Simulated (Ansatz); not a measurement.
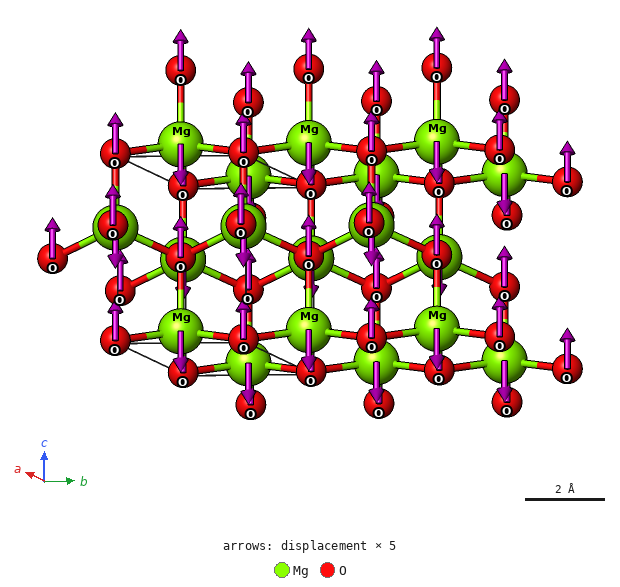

A relaxation of solid MgO (set up in P6_3mc). The starting structure is drawn; purple arrows show the displacements (the part carried along by the change of the cell is left out), magnified 5 times.

A ball-and-stick model of the cell of the calculation, repeated 2 × 3 × 1 with one cell outlined, seen from a free direction.

Computed with DFT PBE, scalar-relativistic, plane waves, PAW (Ansatz 0.2.0). Settings: plane-wave cutoff 420 eV; k-point mesh 12 × 12 × 6; occupations gaussian; smearing width 0.02 eV; no spin polarisation; cell relaxed at fixed volume; force threshold 0.01 eV/Å; at most 30 steps.

Describe the change and its energy.

Answer. The largest moves relative to the cell, 0.22 Å, are those of Mg and O atoms. By element the largest moves are O 0.22 Å, Mg 0.22 Å. The drawn cell changes at constant volume: a = b 3.260 → 3.527 Å (+8.2 %), c 4.976 → 4.249 Å (−14.6 %). Among the contacts that change: Mg–O 3.006 → 2.125 Å, Mg–O 1.969 → 2.125 Å, Mg–O 1.952 → 2.037 Å. New bonds form, among them: Mg–O (3.01 → 2.12 Å). Among the angles between lasting bonds that change: O–Mg–O 105.4° → 90.0°, Mg–O–Mg 105.4° → 90.0°, O–Mg–O 113.2° → 120.0°. The space group (tolerance 0.01 Å) goes from P6_3mc (No. 186) to P6_3/mmc (No. 194). The energy falls by 49.5 meV per atom in 7 accepted moves (10 points after the start). Largest force component: 0.033 eV/Å at the start, 0.00018 eV/Å at the end. The pressure goes from 7.87 to −0.79 GPa. The line search rejected the trial step at point 6 of the run. At 2 points the geometry stayed and the basis and grid were re-selected for the new cell (energy shift of 7.9 meV per atom at most each time).
